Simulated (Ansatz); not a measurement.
## AlCu₃ (space group Pmmn, No. 59): the states at the Fermi level

Input

```yaml
crystal:
  lattice:
    - [4.1725144, 0.0, 0.0]
    - [0.0, 5.10701746, 0.0]
    - [0.0, 0.0, 4.51171531]
  atoms:
    - { symbol: Al, position: [0.0, 0.0, 0.66111] }
    - { symbol: Al, position: [0.5, 0.5, 0.33889] }
    - { symbol: Cu, position: [0.0, 0.5, 0.66267495] }
    - { symbol: Cu, position: [0.5, 0.0, 0.33732505] }
    - { symbol: Cu, position: [0.0, 0.25094031, 0.16006468] }
    - { symbol: Cu, position: [0.0, 0.74905969, 0.16006468] }
    - { symbol: Cu, position: [0.5, 0.24905969, 0.83993532] }
    - { symbol: Cu, position: [0.5, 0.75094031, 0.83993532] }
basis:
  ecutwfc: 420
kpoints:
  mp_grid: { grid: [10, 8, 10] }
hamiltonian:
  xc: pbesol
scf:
  occupations: { method: gaussian, width: 0.05 }
output:
  forces: true
  eigenvalues: true
  eigenstates:
    nscf_kmesh: { grid: [20, 18, 20] }
    top_band: c6
    de_dk: true
    localisation: true
  stress: true
checkpoint:
  write: ck
  compress: false
  write_wavefunctions: false
  write_every: 100000
```

Launched as:

```sh
ansatz run input.yaml --threads 2 --pin off --max-ram 5120MiB --backend cpu --events-out ev --progress --plain --runs-dir out
```

Method: Ansatz 0.2.0, DFT PBEsol, scalar-relativistic, plane waves, PAW; levels and slopes on a dense k mesh at the converged density. No spin polarisation. Mesh 20×18×20, interpolated with the band slopes. The geometry was not relaxed. The cell comes from a database of computed structures, not from a measurement.

Part 1: The sheets

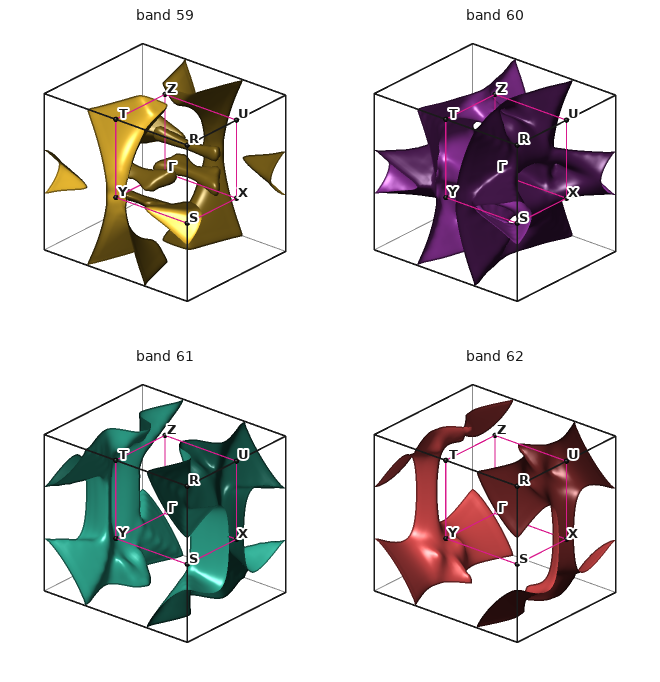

Fermi surface of this crystal. Each panel holds one band. The brighter face of a sheet looks towards empty states.

Q: Summarise the topology of this Fermi surface.

A: Four bands cross the Fermi level; this is a three-dimensional metal.

Band 59: one hole pocket centred at S (1.3 % of the zone), four hole pockets away from the named points and lines (each 0.30 % of the zone) and one open hole tube parallel to Γ–Z.
Band 60: an open network that joins neighbouring zones in all directions (the band is filled at Γ, X, U and R and empty at Z, Y, S and T).
Band 61: an open sheet between a empty part that runs through the repeated zones in all directions and a filled one that does so in two.
Band 62: an open sheet between a empty part that runs through the repeated zones in all directions and a filled one that does so in two.
A pocket cut by a face of the zone is counted once with the part on the opposite face.

Part 2: Weight on the atoms

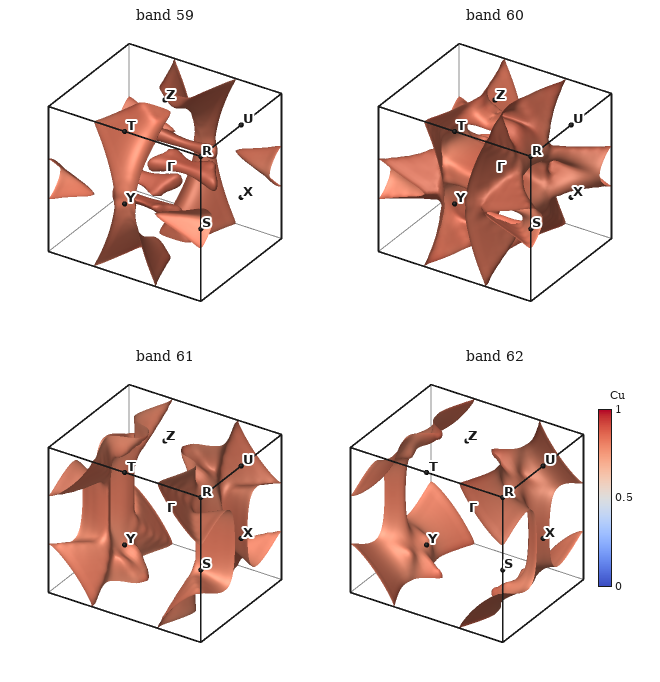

Fermi surface of this crystal, coloured by the weight of the states on Cu (Voronoi cells).

Q: On which elements do the states at the Fermi level lie?

A: Band 59: Cu (82 %) and Al (18 %). Band 60: Cu (81 %) and Al (19 %). Band 61: Cu (79 %) and Al (21 %). Band 62: Cu (79 %) and Al (21 %).

Part 3: Cuts and bands

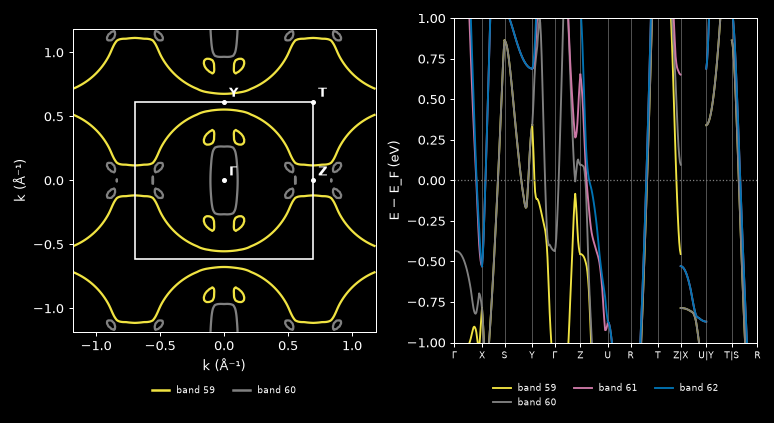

This crystal: cut through the Fermi surface in the plane through Γ, Z and Y, and the bands that cross the Fermi level.

Q: Give each band's level at the labelled points, in eV from the Fermi level.

A:
| band | Γ | X | Z | U | Y | S |
| --- | --- | --- | --- | --- | --- | --- |
| band 59 | below | −0.79 | −0.45 | below | +0.34 | +0.86 |
| band 60 | −0.43 | −0.79 | +0.10 | below | +0.34 | +0.86 |
| band 61 | above | −0.53 | +0.65 | −0.87 | +0.69 | above |
| band 62 | above | −0.53 | above | −0.87 | +0.69 | above |

Negative values are filled states; "above" and "below" lie outside the plotted window.

Part 4: Speeds

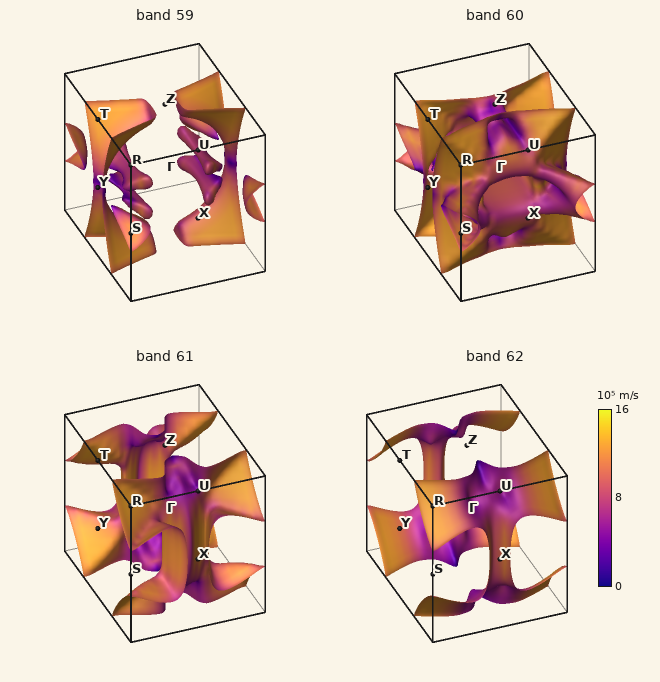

Fermi surface of this crystal, coloured by the Fermi speed.

Q: Give the range and mean of the Fermi speed for each band.

A: Band 59: 4.1 to 13 × 10⁵ m/s over most of the sheet, 8.8 × 10⁵ m/s on average over states. Band 60: 4.5 to 13 × 10⁵ m/s over most of the sheet, 8.6 × 10⁵ m/s on average over states. Band 61: 5.2 to 13 × 10⁵ m/s over most of the sheet, 9.5 × 10⁵ m/s on average over states. Band 62: 4.9 to 13 × 10⁵ m/s over most of the sheet, 8.2 × 10⁵ m/s on average over states.

Q: Which of these bands adds most to the density of states at the Fermi level?

A: Band 60, with 0.95 of 2.6 states/eV per cell.

Necks and pockets thinner than about two mesh steps aren't resolved, so separate pockets may in truth be joined.

The run (self-consistency and the dense mesh) took 110 s on 2 threads of Intel(R) Xeon(R) 6975P-C (Granite Rapids), with other jobs on the host, peak memory 3.1 GiB.
